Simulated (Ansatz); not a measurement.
# Cadmium, hcp under r²SCAN: testing the plane-wave cutoff, part 2 of 2

A convergence test of the plane-wave cutoff. The geometry was relaxed under r²SCAN beforehand and stays fixed; 9 values are run, from 150 to 800 eV. Wanted are the values from which on the energy stays within 10 and 1 meV/atom, and the pressure within 0.5 GPa, of the last run. Within the series other settings stay, but some runs also write fields, which adds to their time. Spin polarisation is left out.

Ansatz 0.2.0; DFT r²SCAN, plane waves with PAW, scalar-relativistic.

## (7) With a cutoff of 350 eV

The run at 350 eV.

input.yaml

```yaml
crystal:
  lattice:
    - [2.9509006248, 0.0, 0.0]
    - [-1.4754503124, 2.5555549051, 0.0]
    - [0.0, 0.0, 5.8838547497]
  atoms:
    - { symbol: Cd, position: [0.3333333333, 0.6666666667, 0.25] }
    - { symbol: Cd, position: [0.6666666667, 0.3333333333, 0.75] }
hamiltonian:
  xc: r2scan
  pseudopotentials:
    kind: paw
    azcp:
      Cd: "pseudopotentials/Cd.paw.azcp"
basis:
  ecutwfc: 350
  fft_grid_basis: typed
kpoints:
  mp_grid: { grid: [12, 12, 6], shift: [0, 0, 0] }
magnetization:
  spin_polarized: false
scf:
  occupations: { method: fermi_dirac, width: 0.1 }
  lower_state_search: "off"
output:
  stress: true
  write_density: true
  write_potential: true
  elf: true
  volumetric_format: npy
```

Started as:

```console
$ ansatz run input.yaml --threads 2 --pin off --max-ram 5120MiB --backend cpu --events-out ev --progress --plain --runs-dir out
```

Standard output, cut to the lines that bear on the results:

```text
Warning: basis.ecutwfc = 350 eV is below the records' recommended 500 eV, and the density's cutoff is lower with it unless basis.ecutrho_ratio is high enough to keep the records' density cutoff: compare with a run at a higher cutoff
Warning: RAYON_NUM_THREADS=2 ignored (pool sized by the plan → 2); use --threads N
[...]
Pseudopotentials: kind: paw
Pseudopotential: Cd, paw, valence charge 20, recommended cutoff 500 eV (meta_gga), <dir>
Functional definition: r2SCAN
[...]
Crystal: 2 atoms, lattice volume = 44.371 Å³
Basis set: ecut = 350 eV, 671 PW (Γ), exchange–correlation on 80×80×144 points (64 copies of the dense FFT grid, shifted against one another)
Bands: 24, of which v1, the nominal top of the filled ones, is band 20 counted from 1 (19 counted from 0)
Symmetry: 24 space group operations
Space group: P63/mmc (ITA 194), of the structure as read, at distance tolerance 3.5e-5 Å
k-points: 76 of 864
[...]
SCF iter   1: F=-16536.351493 eV  HF=-16536.347969 eV  |F-HF|=3.52e-3  |Δ(HF+E_count)|=         —  Δρ=5.04e-3  dr2=8.14e-3  dr2_τ=1.44e-2  ethr=1.77e-3  ⟨swp⟩=4.9  Hψ=7014  notcnv=0
[...]
SCF iter   6: F=-16536.354974 eV  HF=-16536.354974 eV  |F-HF|=2.57e-9  |Δ(HF+E_count)|=   4.96e-7  Δρ=1.09e-5  dr2=5.75e-8  dr2_τ=1.65e-9  ethr=2.50e-10  ⟨swp⟩=8.3  Hψ=11452  notcnv=0
[...]
SCF converged after 6 iterations
Free energy (F): -16536.354974 eV
[...]
E sigma→0 (E₀):  -16536.349473 eV
Entropy (-TS):   -0.011003 eV (-5.502 meV/atom)
Fermi energy:    14.150089 eV
[...]
--- Stress (GPa, compression-positive) ---
       -0.010633       0.000000       0.000000
       -0.000000      -0.010633       0.000000
        0.000000       0.000000       0.041903
  P = ⅓ Tr σ = 0.0069 GPa (0.069 kbar)
--- Band table (eV; the first three rows and the last of 76) ---
  k-point 0: bands = ["-91.9287", "-91.9279", "-52.0832", "-52.0701", "-52.0315", "-52.0315", "-52.0303", "-52.0303", "3.7665", "3.9574", "4.4482", "4.4482", "4.4844", "4.4844", "5.0426", "5.0426", "5.1939", "5.2190", "5.2190", "10.3544", "11.0555", "23.3509", "28.0863", "28.7828"]
[...]
```

It took 3.3 s on 2 threads of Arm Neoverse V1, shared host; peak memory 0.39 GiB.

## (8) With a cutoff of 420 eV

The run at 420 eV.

input.yaml, as its differences from that of step 7:

```diff
@@ -15,3 +15,3 @@
 basis:
-  ecutwfc: 350
+  ecutwfc: 420
   fft_grid_basis: typed
@@ -26,5 +26 @@
   stress: true
-  write_density: true
-  write_potential: true
-  elf: true
-  volumetric_format: npy
```

Started as:

```console
$ ansatz run input.yaml --threads 2 --pin off --max-ram 5120MiB --backend cpu --events-out ev --progress --plain --runs-dir out
```

Standard output, cut to the lines that bear on the results:

```text
Warning: basis.ecutwfc = 420 eV is below the records' recommended 500 eV, and the density's cutoff is lower with it unless basis.ecutrho_ratio is high enough to keep the records' density cutoff: compare with a run at a higher cutoff
Warning: RAYON_NUM_THREADS=2 ignored (pool sized by the plan → 2); use --threads N
[...]
Pseudopotentials: kind: paw
Pseudopotential: Cd, paw, valence charge 20, recommended cutoff 500 eV (meta_gga), <dir>
Functional definition: r2SCAN
[...]
Crystal: 2 atoms, lattice volume = 44.371 Å³
Basis set: ecut = 420 eV, 835 PW (Γ), exchange–correlation on 80×80×160 points (64 copies of the dense FFT grid, shifted against one another)
Bands: 24, of which v1, the nominal top of the filled ones, is band 20 counted from 1 (19 counted from 0)
Symmetry: 24 space group operations
Space group: P63/mmc (ITA 194), of the structure as read, at distance tolerance 3.5e-5 Å
k-points: 76 of 864
[...]
SCF iter   1: F=-16536.365243 eV  HF=-16536.362376 eV  |F-HF|=2.87e-3  |Δ(HF+E_count)|=         —  Δρ=5.48e-3  dr2=8.57e-3  dr2_τ=1.40e-2  ethr=1.77e-3  ⟨swp⟩=5.2  Hψ=7165  notcnv=0
[...]
SCF iter   6: F=-16536.368796 eV  HF=-16536.368796 eV  |F-HF|=8.55e-10  |Δ(HF+E_count)|=   5.06e-7  Δρ=1.08e-5  dr2=5.61e-8  dr2_τ=2.22e-9  ethr=2.50e-10  ⟨swp⟩=4.4  Hψ=6136  notcnv=0
[...]
SCF converged after 6 iterations
Free energy (F): -16536.368796 eV
[...]
E sigma→0 (E₀):  -16536.363295 eV
Entropy (-TS):   -0.011002 eV (-5.501 meV/atom)
Fermi energy:    14.148581 eV
[...]
--- Stress (GPa, compression-positive) ---
       -0.012528      -0.000000       0.000000
       -0.000000      -0.012528       0.000000
        0.000000       0.000000       0.018401
  P = ⅓ Tr σ = -0.0022 GPa (-0.022 kbar)
```

Run time: 3.3 s. Hardware: 2 threads of Arm Neoverse V1, shared host; peak memory 0.4 GiB.

## (9) With a cutoff of 500 eV

The run at 500 eV.

input.yaml, as its differences from that of step 8:

```diff
@@ -15,3 +15,3 @@
 basis:
-  ecutwfc: 420
+  ecutwfc: 500
   fft_grid_basis: typed
@@ -26 +26,5 @@
   stress: true
+  write_density: true
+  write_potential: true
+  elf: true
+  volumetric_format: npy
```

Started as:

```console
$ ansatz run input.yaml --threads 2 --pin off --max-ram 5120MiB --backend cpu --events-out ev --progress --plain --runs-dir out
```

Standard output, cut to the lines that bear on the results:

```text
Warning: RAYON_NUM_THREADS=2 ignored (pool sized by the plan → 2); use --threads N
[...]
Pseudopotentials: kind: paw
Pseudopotential: Cd, paw, valence charge 20, recommended cutoff 500 eV (meta_gga), <dir>
Functional definition: r2SCAN
[...]
Crystal: 2 atoms, lattice volume = 44.371 Å³
Basis set: ecut = 500 eV, 1113 PW (Γ), exchange–correlation on 96×96×180 points (64 copies of the dense FFT grid, shifted against one another)
Bands: 24, of which v1, the nominal top of the filled ones, is band 20 counted from 1 (19 counted from 0)
Symmetry: 24 space group operations
Space group: P63/mmc (ITA 194), of the structure as read, at distance tolerance 3.5e-5 Å
k-points: 76 of 864
[...]
SCF iter   1: F=-16536.377413 eV  HF=-16536.375051 eV  |F-HF|=2.36e-3  |Δ(HF+E_count)|=         —  Δρ=6.18e-3  dr2=9.05e-3  dr2_τ=1.31e-2  ethr=1.77e-3  ⟨swp⟩=5.5  Hψ=7275  notcnv=0
[...]
SCF iter   6: F=-16536.380796 eV  HF=-16536.380796 eV  |F-HF|=8.27e-9  |Δ(HF+E_count)|=   5.40e-7  Δρ=9.34e-6  dr2=3.77e-8  dr2_τ=2.51e-9  ethr=2.50e-10  ⟨swp⟩=8.9  Hψ=11716  notcnv=0
[...]
SCF converged after 6 iterations
Free energy (F): -16536.380796 eV
[...]
E sigma→0 (E₀):  -16536.375291 eV
Entropy (-TS):   -0.011010 eV (-5.505 meV/atom)
Fermi energy:    14.147622 eV
[...]
--- Stress (GPa, compression-positive) ---
       -0.003765       0.000000       0.000000
       -0.000000      -0.003765       0.000000
        0.000000       0.000000       0.000427
  P = ⅓ Tr σ = -0.0024 GPa (-0.024 kbar)
--- Band table (eV; the first three rows and the last of 76) ---
  k-point 0: bands = ["-91.9375", "-91.9369", "-52.0842", "-52.0711", "-52.0330", "-52.0330", "-52.0318", "-52.0318", "3.7684", "3.9597", "4.4500", "4.4500", "4.4862", "4.4862", "5.0451", "5.0451", "5.1930", "5.2214", "5.2214", "10.3559", "11.0517", "23.3471", "28.0812", "28.7672"]
[...]
```

It took 5.5 s on 2 threads of Arm Neoverse V1, shared host; peak memory 0.47 GiB.

## (10) With a cutoff of 600 eV

The run at 600 eV.

input.yaml, as its differences from that of step 9:

```diff
@@ -15,3 +15,3 @@
 basis:
-  ecutwfc: 500
+  ecutwfc: 600
   fft_grid_basis: typed
@@ -26,5 +26 @@
   stress: true
-  write_density: true
-  write_potential: true
-  elf: true
-  volumetric_format: npy
```

Started as:

```console
$ ansatz run input.yaml --threads 2 --pin off --max-ram 5120MiB --backend cpu --events-out ev --progress --plain --runs-dir out
```

Standard output, cut to the lines that bear on the results:

```text
Warning: RAYON_NUM_THREADS=2 ignored (pool sized by the plan → 2); use --threads N
[...]
Pseudopotentials: kind: paw
Pseudopotential: Cd, paw, valence charge 20, recommended cutoff 500 eV (meta_gga), <dir>
Functional definition: r2SCAN
[...]
Crystal: 2 atoms, lattice volume = 44.371 Å³
Basis set: ecut = 600 eV, 1505 PW (Γ), exchange–correlation on 96×96×192 points (64 copies of the dense FFT grid, shifted against one another)
Bands: 24, of which v1, the nominal top of the filled ones, is band 20 counted from 1 (19 counted from 0)
Symmetry: 24 space group operations
Space group: P63/mmc (ITA 194), of the structure as read, at distance tolerance 3.5e-5 Å
k-points: 76 of 864
[...]
SCF iter   1: F=-16536.381732 eV  HF=-16536.379825 eV  |F-HF|=1.91e-3  |Δ(HF+E_count)|=         —  Δρ=6.44e-3  dr2=9.31e-3  dr2_τ=1.22e-2  ethr=1.77e-3  ⟨swp⟩=5.6  Hψ=7335  notcnv=0
[...]
SCF iter   6: F=-16536.385237 eV  HF=-16536.385237 eV  |F-HF|=9.34e-9  |Δ(HF+E_count)|=   5.57e-7  Δρ=9.22e-6  dr2=3.65e-8  dr2_τ=2.17e-9  ethr=2.50e-10  ⟨swp⟩=4.5  Hψ=6150  notcnv=0
[...]
SCF converged after 6 iterations
Free energy (F): -16536.385237 eV
[...]
E sigma→0 (E₀):  -16536.379732 eV
Entropy (-TS):   -0.011009 eV (-5.505 meV/atom)
Fermi energy:    14.147635 eV
[...]
--- Stress (GPa, compression-positive) ---
       -0.008068       0.000000       0.000000
       -0.000000      -0.008068       0.000000
        0.000000       0.000000       0.000544
  P = ⅓ Tr σ = -0.0052 GPa (-0.052 kbar)
```

Wall time 5.4 s (2 threads of Arm Neoverse V1, shared host); peak memory 0.49 GiB.

## (11) With a cutoff of 800 eV

The run at 800 eV.

input.yaml, as its differences from that of step 10:

```diff
@@ -15,3 +15,3 @@
 basis:
-  ecutwfc: 600
+  ecutwfc: 800
   fft_grid_basis: typed
```

Started as:

```console
$ ansatz run input.yaml --threads 2 --pin off --max-ram 5120MiB --backend cpu --events-out ev --progress --plain --runs-dir out
```

Standard output, cut to the lines that bear on the results:

```text
Warning: RAYON_NUM_THREADS=2 ignored (pool sized by the plan → 2); use --threads N
[...]
Pseudopotentials: kind: paw
Pseudopotential: Cd, paw, valence charge 20, recommended cutoff 500 eV (meta_gga), <dir>
Functional definition: r2SCAN
[...]
Crystal: 2 atoms, lattice volume = 44.371 Å³
Basis set: ecut = 800 eV, 2259 PW (Γ), exchange–correlation on 120×120×240 points (64 copies of the dense FFT grid, shifted against one another)
Bands: 24, of which v1, the nominal top of the filled ones, is band 20 counted from 1 (19 counted from 0)
Symmetry: 24 space group operations
Space group: P63/mmc (ITA 194), of the structure as read, at distance tolerance 3.5e-5 Å
k-points: 76 of 864
[...]
SCF iter   1: F=-16536.384730 eV  HF=-16536.383260 eV  |F-HF|=1.47e-3  |Δ(HF+E_count)|=         —  Δρ=6.56e-3  dr2=9.44e-3  dr2_τ=1.13e-2  ethr=1.77e-3  ⟨swp⟩=5.6  Hψ=7353  notcnv=0
[...]
SCF iter   6: F=-16536.388399 eV  HF=-16536.388399 eV  |F-HF|=5.14e-9  |Δ(HF+E_count)|=   5.60e-7  Δρ=1.00e-5  dr2=4.54e-8  dr2_τ=2.38e-9  ethr=2.50e-10  ⟨swp⟩=4.6  Hψ=6159  notcnv=0
[...]
SCF converged after 6 iterations
Free energy (F): -16536.388399 eV
[...]
E sigma→0 (E₀):  -16536.382896 eV
Entropy (-TS):   -0.011007 eV (-5.504 meV/atom)
Fermi energy:    14.147681 eV
[...]
--- Stress (GPa, compression-positive) ---
       -0.018490       0.000000       0.000000
        0.000000      -0.018490       0.000000
        0.000000       0.000000      -0.002471
  P = ⅓ Tr σ = -0.0132 GPa (-0.132 kbar)
```

Wall time 8.4 s (2 threads of Arm Neoverse V1, shared host); peak memory 0.65 GiB.

## (12) All values side by side

Differences are taken from the run at 800 eV.

```tsv
cutoff (eV)	plane waves at Γ	E(σ → 0) (meV/atom)	P (GPa)	SCF cycles	CPU time
150	173	80319.18	-23.61	9	2.9 s
200	271	13001.80	-2.19	8	3.2 s
250	411	1564.04	0.21	7	3.7 s
300	503	126.84	0.02	7	5.8 s
350	671	16.71	0.01	6	6.3 s
420	835	9.80	0.00	6	6.3 s
500	1113	3.80	0.00	6	11 s
600	1505	1.58	-0.01	6	10 s
800	2259	0.00	-0.01	6	16 s
```

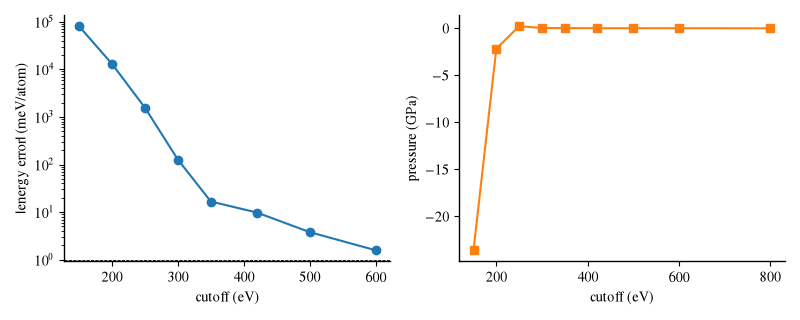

Energy and pressure against the plane-wave cutoff; the dashed line marks 1 meV/atom.

## (13) Results

What follows sums up all 2 parts.

| quantity | value |
| --- | --- |
| E(σ → 0) stays within 10 meV/atom of 800 eV | from 420 eV on |
| E(σ → 0) stays within 1 meV/atom | not reached before 800 eV |
| pressure stays within 0.5 GPa | from 250 eV on |
| pressure at 800 eV | -0.01 GPa |
| CPU time, dearest over cheapest | 5.6 |
| run at the usual settings (mesh 20×20×9 against the series' 12×12×6, 500 eV) | +10.8 meV/atom from 800 eV, 0.05 GPa |

What this shows: The far end, 150 eV, lies +80319 meV/atom and -23.6 GPa from the yardstick. Each step up in cutoff lowers the energy. The total energy has not settled to 1 meV/atom before the last cutoff. Too low a cutoff pulls the pressure down (Pulay stress).
